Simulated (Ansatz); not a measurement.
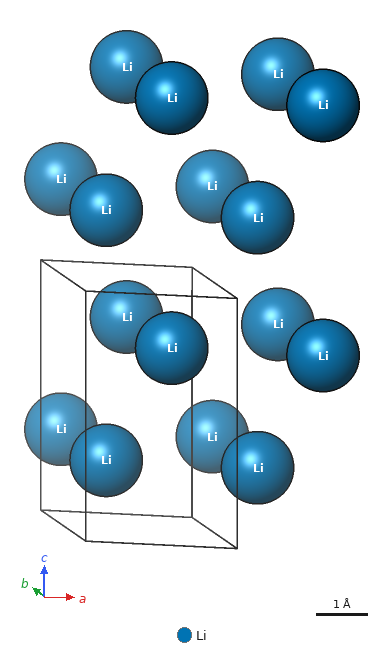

This is a crystal of Li (set up in P6_3/mmc). Style: spheres-only. Shown: the cell of the calculation, repeated 2 × 2 × 2 with one cell outlined, slightly off an axis.

All numbers below come from DFT r2SCAN, scalar-relativistic, plane waves, PAW in Ansatz. Settings: plane-wave cutoff 500 eV; occupations gaussian; smearing width 0.1 eV; no spin polarisation. The k-mesh is chosen for each cell (18×18×8, 18×18×10).

Now this is done to it. Every lithium atom is replaced by silver, which gives Ag. Cell and atoms are relaxed again (to zero pressure within 0.1 GPa, forces under 0.01 eV/Å).

Question: What is the effect?

Answer: The volume per atom goes from 20.97 to 17.33 Å³. Cell: a = b 3.087 → 2.904 Å (−5.9 %), c 5.080 → 4.747 Å (−6.6 %). Volume −17.3 %. The space group stays P6_3/mmc (No. 194).

The changed structure in the same view:

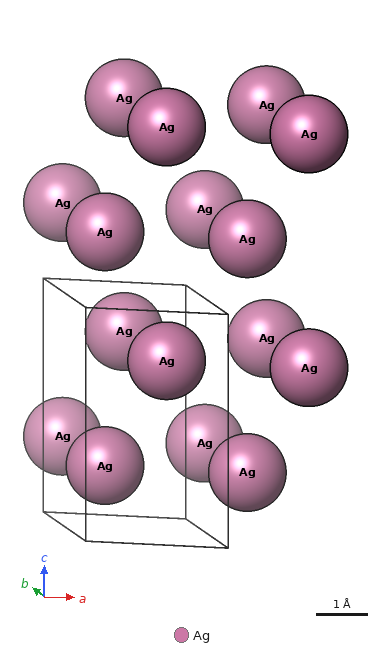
